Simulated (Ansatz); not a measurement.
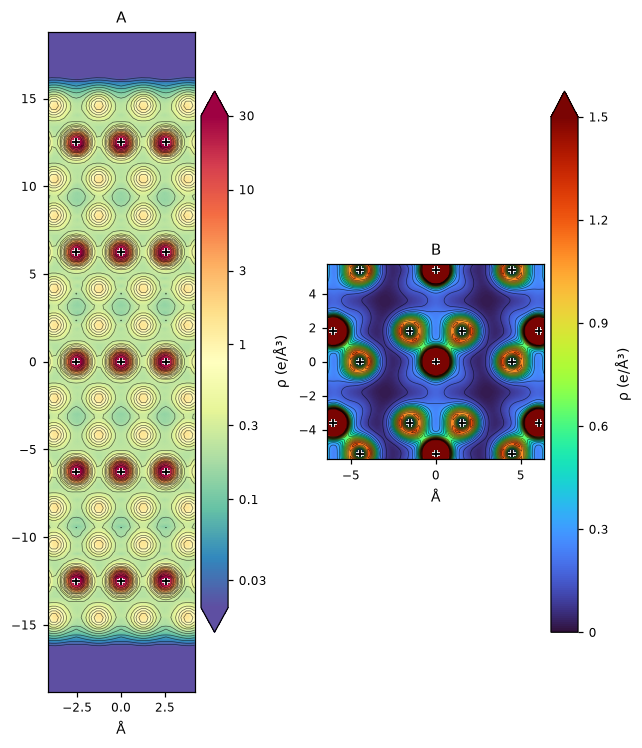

The valence pseudo-density of 2 systems, each on a plane through atoms (crosses mark nuclei in the plane).

Level of theory: DFT LDA, scalar-relativistic, plane waves, PAW (Ansatz).

System 1: MoS2, the (110) plane of the conventional cell. Space group P6₃/mmc; computed without spin polarisation.

System 2: Cu (slab), the (010) plane of the calculation cell, a cut from vacuum to vacuum. Computed without spin polarisation.

```
Cu
1.0
     2.55600    0.00000    0.00000
    -1.27800    2.21356    0.00000
     0.00000    0.00000   82.23600
Cu
15
Cartesian
  0.0000 0.0000 7.9999
  0.0000 1.4757 10.0871
  1.2780 0.7378 12.1742
  0.0000 0.0000 14.2614
  0.0000 1.4757 16.3477
  1.2780 0.7378 18.4348
  0.0000 0.0000 20.5220
  0.0000 1.4757 22.6091
  1.2780 0.7378 24.6963
  0.0000 0.0000 26.7826
  0.0000 1.4757 28.8698
  1.2780 0.7378 30.9569
  0.0000 0.0000 33.0441
  0.0000 1.4757 35.1312
  1.2780 0.7378 37.2184
```

Match each panel to its system.

Panel A is system 2, Cu: the plane holds Cu. Cu–Cu (2.56 Å): the density is about 0.3 e/Å³ at the midpoint. Panel B is system 1, MoS2: the plane holds Mo and S. Mo–S (2.38 Å): ρ is about 0.63 e/Å³ halfway.
